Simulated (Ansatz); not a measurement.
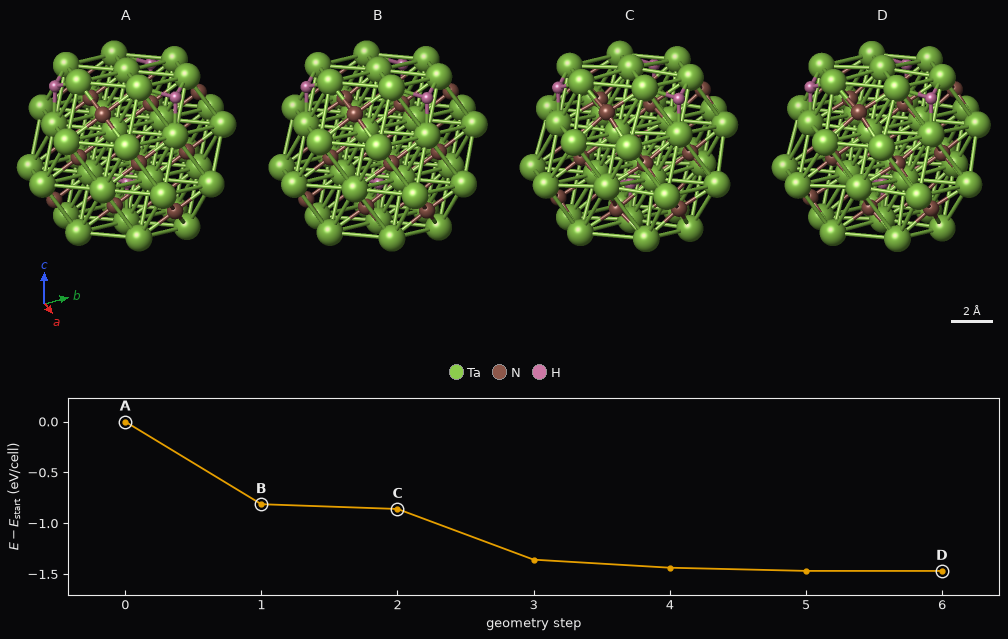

Frames of a relaxation of a defect cell of composition Ta8HN8, marked on the history of the run. The picture is a ball-and-stick view of the atoms within 5.0 Å of the atom that moves most (axes of the larger cell on standard axes (3 times the calculation's cell)), seen slightly off an axis.

Case: H interstitial, charge +0, atoms relaxed. The atoms of the start lie slightly off their symmetric places, so part of the fall in energy undoes that.

Level of theory: DFT PBE, scalar-relativistic, plane waves, PAW (Ansatz 0.2.0). Settings: plane-wave cutoff 420 eV; k-point mesh 5 × 5 × 5; occupations gaussian; smearing width 0.1 eV; no spin polarisation; atoms relaxed in a fixed cell; force threshold 0.02 eV/Å; at most 60 steps.

Describe the path.

Answer. The atom that moves furthest is an N atom (0.18 Å along +c). By element the largest moves are N 0.18 Å, Ta 0.13 Å, H 0.05 Å. The cell stays as it was. Among the contacts that change: Ta–Ta 3.123 → 2.909 Å, Ta–Ta 3.123 → 3.337 Å, Ta–Ta 3.123 → 3.267 Å, Ta–Ta 3.123 → 2.980 Å. Bond angles that change, for instance: Ta–N–Ta 180.0° → 167.8°, Ta–N–Ta 180.0° → 169.9°, Ta–N–Ta 90.0° → 99.0°. The energy falls by 1.468 eV per cell of the calculation in 6 geometry steps. Largest force component: 1.3 eV/Å at the start, 0.0086 eV/Å at the end. The run took 3.7 min on 4 threads of Arm Neoverse V1, on a shared host, peak memory 1.1 GiB. From step 0 to 1: an N atom moves most (0.12 Å), energy −0.812 eV per cell of the calculation. From step 1 to 2: an N atom moves most (0.20 Å), energy −47.0 meV per cell of the calculation. From step 2 to 6: an N atom moves most (0.13 Å), energy −0.609 eV per cell of the calculation.

| step | E − E(0), meV/atom | largest force component, eV/Å |
| --- | --- | --- |
| 0 | 0.00 | 1.2928 |
| 1 | -47.76 | 0.6077 |
| 2 | -50.53 | 1.3585 |
| 3 | -79.84 | 0.4087 |
| 4 | -84.50 | 0.2607 |
| 5 | -86.35 | 0.0286 |
| 6 | -86.37 | 0.0086 |

Limits of the set-up: the cell has an odd number of electrons but was run without spin polarisation; the periodic images lie only 6.2 Å apart, so the values are limited by the cell's size.
